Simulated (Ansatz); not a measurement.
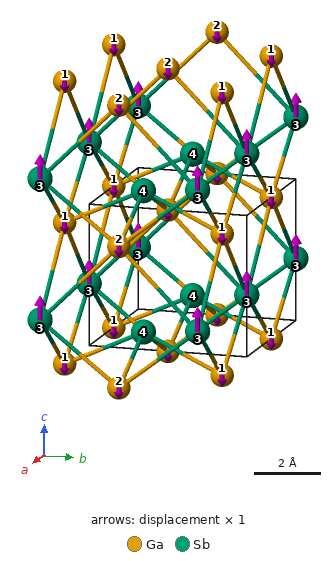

A relaxation of solid GaSb (a generated structure, set up in P4mm) (coarse preliminary run). The starting structure is drawn; purple arrows show the displacements (the part carried along by the change of the cell is left out), at their true length.

Style: ball-and-stick. Shown: the cell of the calculation, repeated 2 × 1 × 2 with one cell outlined, slightly off an axis.

Theory: DFT PBE, scalar-relativistic, plane waves, PAW (Ansatz 0.2.0). (plane-wave cutoff 420 eV; k-point mesh 4 × 4 × 4; occupations gaussian; smearing width 0.1 eV; no spin polarisation; cell and atoms relaxed; force threshold 0.04 eV/Å; at most 70 steps)

Atoms of which element are displaced furthest, and by how much?

Antimony: up to 0.77 Å, against 0.37 Å for gallium.

What happened in the run?

The atom that moves furthest relative to the cell is Sb3 (0.77 Å along +c). Largest moves by element: Sb 0.77 Å, Ga 0.37 Å. Cell: a = b 5.007 → 4.567 Å (−8.8 %), c 4.409 → 4.993 Å (+13.3 %). Volume −5.8 %. Near-neighbour distances that change, for instance: Ga1–Sb3 3.166 → 4.043 Å, Ga1–Sb3 (another image) 3.517 → 2.821 Å, Ga1–Sb4 2.764 → 2.821 Å. Bond angles that change, for instance: Sb4–Ga2–Sb4 129.8° → 108.1°, Ga1–Sb4–Ga1 129.8° → 108.1°, Ga1–Sb4–Ga2 79.7° → 69.8°. The space group (tolerance 0.01 Å) goes from P4mm (No. 99) to P4/nmm (No. 129). After 11 accepted moves (14 points after the start) the energy has fallen by 247 meV per atom. The largest force component goes from 0.97 to 0.014 eV/Å. Pressure: −1.00 GPa at the start and 0.13 GPa at the end. The line search rejected the trial steps at points 5, 11 of the run. The SCF was repeated once at an unchanged geometry on a basis and grid sized afresh for the cell, which shifted the energy by 0.6 meV per atom at most. The run took 2.2 min on 1 thread of Intel(R) Xeon(R) Processor @ 2.70GHz, with other jobs on the host, peak memory 0.39 GiB.
